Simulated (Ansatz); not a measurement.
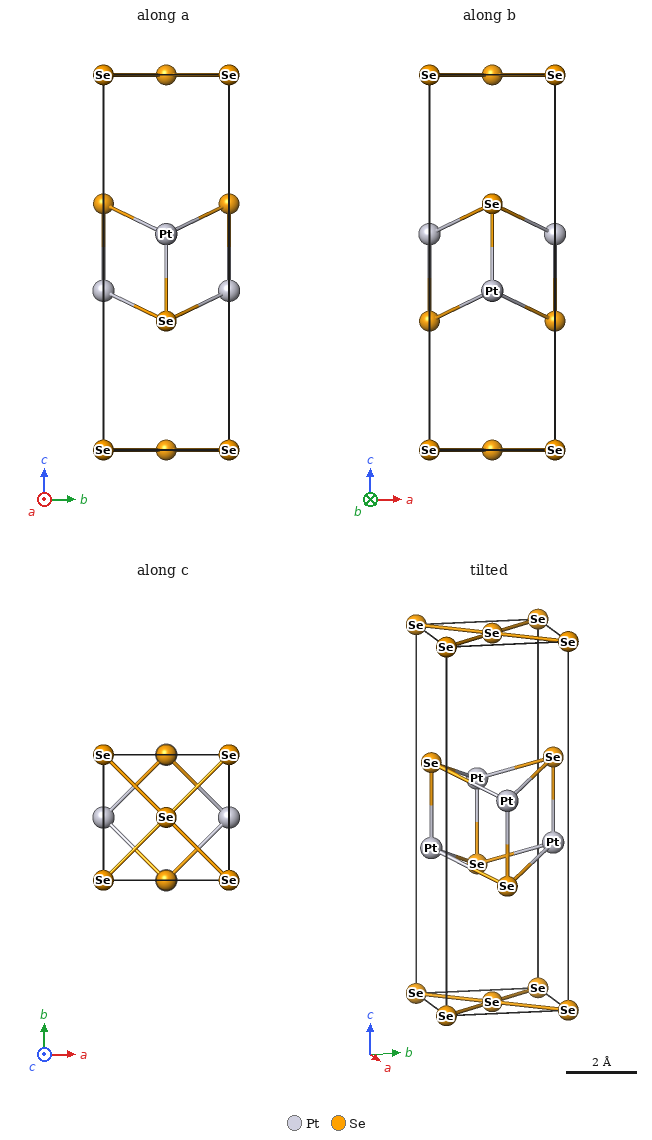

The structure above is drawn in ball-and-stick style and viewed along the a axis, along the b axis, along the c axis and slightly off an axis. The conventional unit cell is outlined; an atom on or near a face, edge or corner is repeated at each equivalent position.

Lattice parameters: a = 3.605 Å, b = 3.605 Å, c = 10.769 Å, α = 90.00°, β = 90.00°, γ = 90.00°.

> Set out the cell and atoms as a table of Wyckoff sites, with free fractional coordinates to two decimals.

Space group P4/nmm:1 (No. 129).
```json
{"atom": "Pt", "site": "2c", "x": "0.50", "y": "0.00", "z": "0.42"}
{"atom": "Se", "site": "2a", "x": "0.00", "y": "0.00", "z": "0.00"}
{"atom": "Se", "site": "2c", "x": "0.50", "y": "0.00", "z": "0.66"}
```

It goes back to a structure type filled with these elements by a generator (whether the compound takes this form wasn't checked). This is the structure after a relaxation with Ansatz 0.2.0, DFT PBE, scalar-relativistic, plane waves, PAW.
